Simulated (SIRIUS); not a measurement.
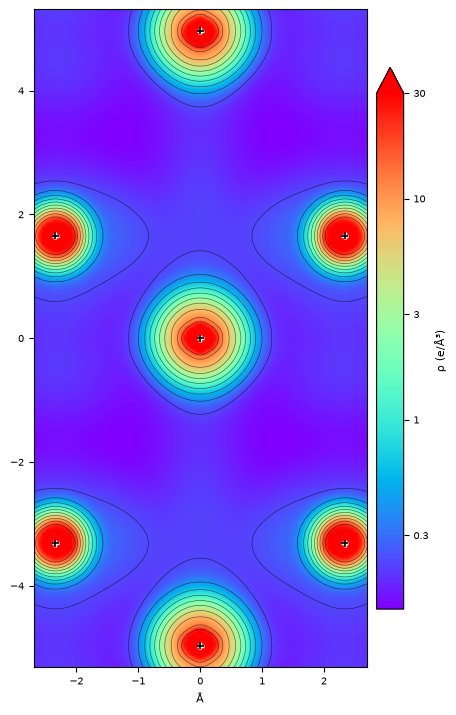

The electron density on a plane through atoms (crosses mark nuclei in the plane).

These are results of Kohn-Sham DFT of a periodic cell, PBEsol, all-electron FP-LAPW in SIRIUS, not measurements.

Candidates:
A. Sb, a = 4.31 Å, b = 4.31 Å, c = 4.51 Å, α = 61.44°, β = 61.44°, γ = 60.00°. Space group P-1.
B. Te, a = 4.45 Å, b = 4.45 Å, c = 5.92 Å, α = 90.00°, β = 90.00°, γ = 120.00°. Space group P3₁21.
C. TiAl, a = 2.87 Å, b = 2.87 Å, c = 4.68 Å, α = 90.00°, β = 90.00°, γ = 120.00°. Space group P-6m2; a structure from a database of computed crystals, not necessarily the ambient phase.

> Which candidate gave the map?

Candidate C: TiAl on the (110) plane of the conventional cell, which holds Ti and Al. Ti–Al (2.87 Å): ρ is about 0.2 e/Å³ halfway.
